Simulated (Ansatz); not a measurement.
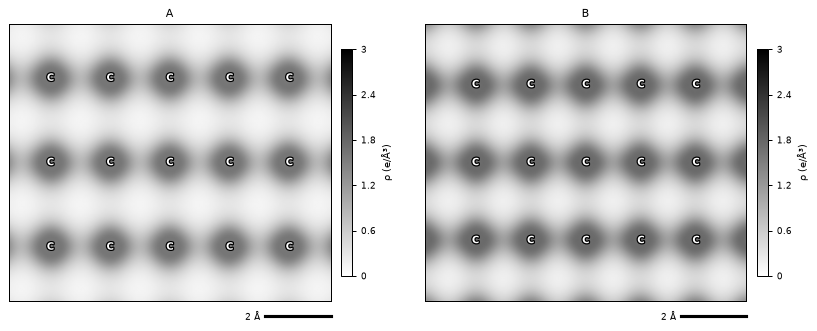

C. The valence pseudo-density of two cells that differ in size, on the (101) plane of each (indices in the axes of the calculation cell), at one length scale and on one colour scale; one has 4.8 and the other 6.1 Å³ an atom.

Method: DFT, PBEsol, plane waves (420 eV) with PAW, scalar-relativistic (Ansatz).

Core electrons are frozen (PAW), and the valence fields are smoothed inside the atomic spheres.

> Which is the denser cell? Describe the effect of the change.

Panel B is the smaller cell, by 21 % in volume. From the larger cell to the smaller, C–C goes from 1.82 to 1.68 Å, and the density at its midpoint from 0.85 to 1.1 e/Å³; the pressure goes from −29 to 60 GPa.
